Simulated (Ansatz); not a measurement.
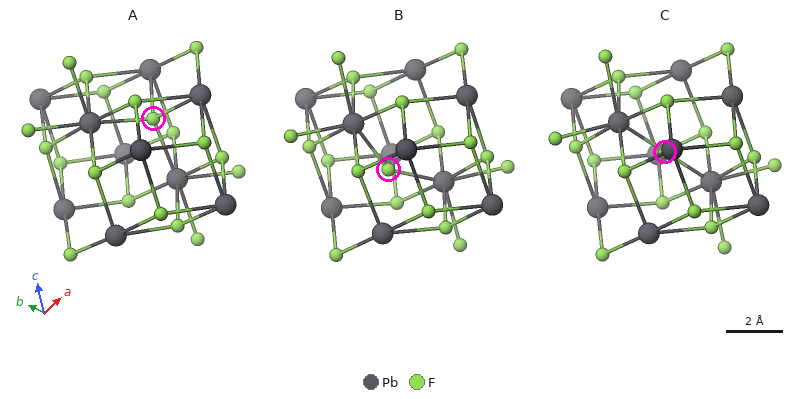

3 geometries from a converged minimum-energy path of a defect cell of composition Pb8F15 (cell charge +1) with an F vacancy (23 atoms in the cell), shuffled. A ball-and-stick model of the atoms within 5.0 Å of the middle of the path, seen slightly off an axis. The moving atom is ringed, with any periodic copies. Bonds to atoms that aren't drawn are left out.

Computed with DFT PBEsol, scalar-relativistic, plane waves, PAW in Ansatz. Set-up: plane-wave cutoff 420 eV; k-point mesh 4 × 4 × 4; Gaussian smearing 0.05 eV; 3 movable images; climbing image from the first iteration; force threshold 0.05 eV/Å; iteration limit 60.

### Which frame is the top of the path?

C. In order along the path, whose images run from 0 to 4: B (image 1, +0.089 eV), C (image 2, +0.171 eV), A (image 4, 0.000 eV). It is a vacancy jump: a nearby atom moves into the empty site and leaves its own site empty. An F atom travels furthest, 2.81 Å from end to end, along [1 −1 1], on a straight line. At the highest image its nearest neighbour (Pb) is 2.28 Å away, against 2.54 Å at the start, and the surrounding atoms stand up to 0.31 Å off the mean of their end positions.

Limits of the set-up: the periodic images lie only 8.3 Å apart, so the values are limited by the cell's size; the cell is charged, on a uniform background, and energies carry no finite-size correction.
